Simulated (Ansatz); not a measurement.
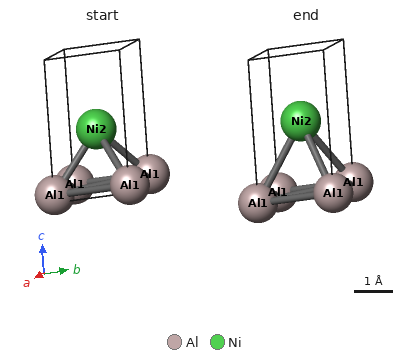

The structure of crystalline AlNi (set up in P1) before (left) and after (right) a relaxation, at one scale.

The picture is a ball-and-stick view of the reduced cell, seen slightly off an axis. Lengths and directions refer to the drawn axes.

Case: all atoms moved at random, sigma 0.15 Å for each component; relaxed back.

Method: Ansatz, DFT PBE, scalar-relativistic, plane waves, PAW. Settings: plane-wave cutoff 420 eV; k-point mesh 15 × 15 × 14; occupations gaussian; smearing width 0.15 eV; no spin polarisation; cell and atoms relaxed; force threshold 0.01 eV/Å; at most 80 steps.

Summarise the run.

Answer. The run was cut off at its time limit before the program reported convergence, but its last step already meets the force threshold: the largest component is under 0.0001 eV/Å against 0.01 eV/Å. The pressure is within 0.01 GPa of its target. The largest moves relative to the cell, 0.23 Å, are those of Al1 and Ni2. Al1 goes roughly along −c. By element the largest moves are Al 0.23 Å, Ni 0.23 Å. The drawn cell changes at constant volume: a = b 2.730 → 2.731 Å (0.0 %), c 4.210 → 4.209 Å (0.0 %). Among the contacts that change: Al1–Ni2 2.933 → 2.509 Å, Al1–Ni2 (another image) 2.101 → 2.509 Å, Al1–Ni2 (another image) 2.877 → 2.509 Å, Al1–Ni2 (another image) 2.177 → 2.509 Å. The space group (tolerance 0.01 Å) goes from P1 (No. 1) to R-3m (No. 166). Over 5 geometry steps the energy falls by 427 meV per atom. The largest force component goes from 4.2 to under 0.0001 eV/Å. The pressure goes from 17.20 to 0.00 GPa. Cost: 5.3 min on 1 thread of Arm Neoverse V2, with other jobs on the host, peak memory 0.98 GiB.
